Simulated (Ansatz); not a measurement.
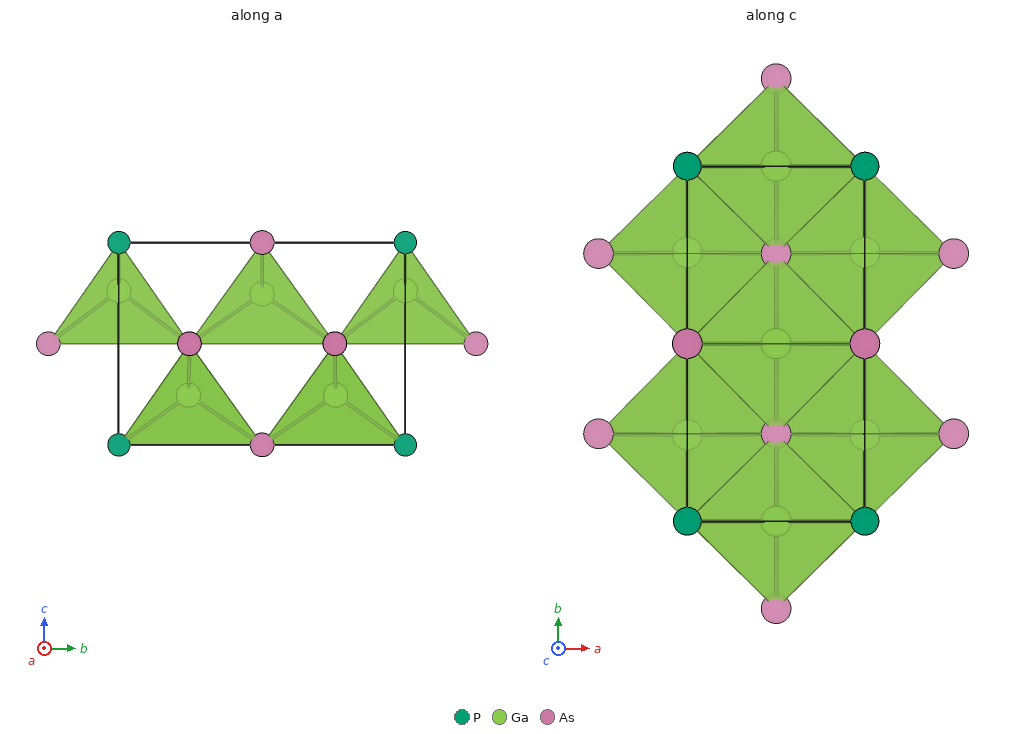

The figure gives a polyhedral picture of the atoms, viewed along the a axis and along the c axis. The edges of the conventional unit cell are marked. A few atoms beyond the faces are included.

Ga4As3P, space group Pmm2 (No. 25), a = 3.97 Å, b = 7.94 Å, c = 5.61 Å, α = 90.00°, β = 90.00°, γ = 90.00°.

The numbers come from difference of finished runs, DFT, r2SCAN, plane waves, PAW (Ansatz 0.2.0), using plane-wave cutoff 500 eV.

### Does it come out as a metal, or with a gap?

A semiconductor at this level, with a gap of 1.26 eV.

The model was built from a structure type filled with these elements by a generator (whether the compound takes this form wasn't checked). Earlier steps of the study, as a rule a relaxation of our own, may have changed the cell and positions, so they can lie some per cent off the listed ones. Ansatz was used for an electronic-structure calculation on it.
